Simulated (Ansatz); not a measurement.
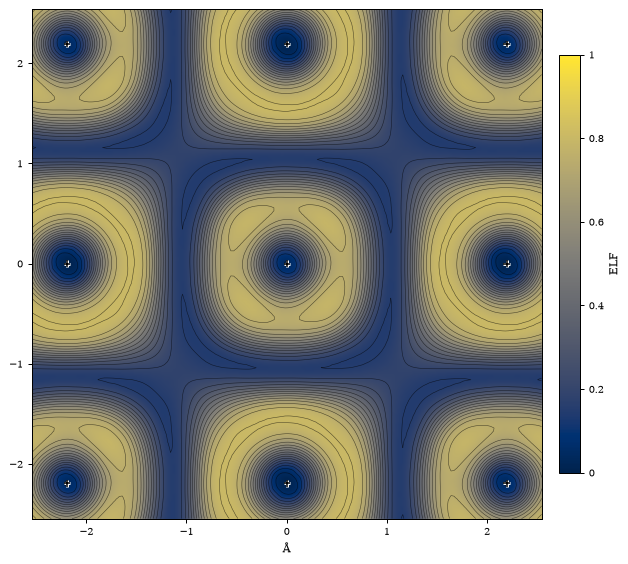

The electron localisation function on a plane through atoms (crosses mark nuclei in the plane).

The calculation used Ansatz 0.2.0, DFT, PBE, plane-wave PAW, default files, scalar-relativistic.

Candidates:
A. HfO₂, a = 5.08 Å, b = 5.08 Å, c = 5.08 Å, α = 90.00°, β = 90.00°, γ = 90.00°. Space group Fm-3m; computed pressure about 3 GPa in this cell.
B. NbN, a = 4.39 Å, b = 4.39 Å, c = 4.39 Å, α = 90.00°, β = 90.00°, γ = 90.00°. Space group Fm-3m; computed pressure about 7 GPa in this cell; the program warned that a starting moment wasn't kept; spin-polarised, but the moments vanished.
C. TiSi₂, a = 4.77 Å, b = 8.24 Å, c = 8.52 Å, α = 90.00°, β = 90.00°, γ = 90.00°. Space group Fddd; computed pressure about 2 GPa in this cell; computed without spin polarisation.

> Which candidate gave the map?

Candidate B: NbN on the (001) plane of the conventional cell, which holds Nb and N. Nb–N (2.19 Å): the ELF peaks at about 0.80 in the valence shell of N, 0.6 Å from its nucleus, and is about 0.15 at the midpoint; no localised pair shows between them.
